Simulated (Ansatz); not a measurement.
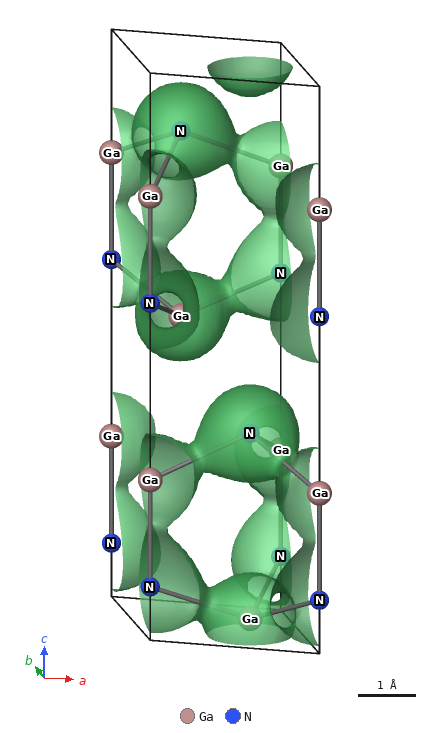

The picture shows: GaN. Isosurface of the valence charge density (pseudo) at 0.6 e/Å³ (green), seen slightly off an axis. Sticks mark near contacts.

Space group P6₃mc; a structure from a database of computed crystals, not necessarily the ambient phase.

Method: Ansatz 0.2.0, Kohn-Sham DFT of a periodic cell, PBE with D3(BJ), Ansatz PAW.

```
Ga N
1.0
     3.13787    0.00000    0.00000
    -1.56893    2.71748    0.00000
     0.00000    0.00000   10.37316
Ga N
4 4
Direct
  0.00000 0.00000 0.78279
  0.66667 0.33333 0.02833
  0.33333 0.66667 0.52833
  0.00000 0.00000 0.28279
  0.00000 0.00000 0.09421
  0.66667 0.33333 0.35468
  0.00000 0.00000 0.59421
  0.33333 0.66667 0.85468
```

How is the density connected at this value?

Answer. At this value the density is joined into sheets; it holds about 80 % of the electrons treated as valence (semicore included). It bridges the sampled Ga–N (1.94 Å) contacts, where the density stays above the isovalue. On the grid the lowest density along these lines, outside the cores, is 0.75 e/Å³ (Ga–N, 1.94 Å).
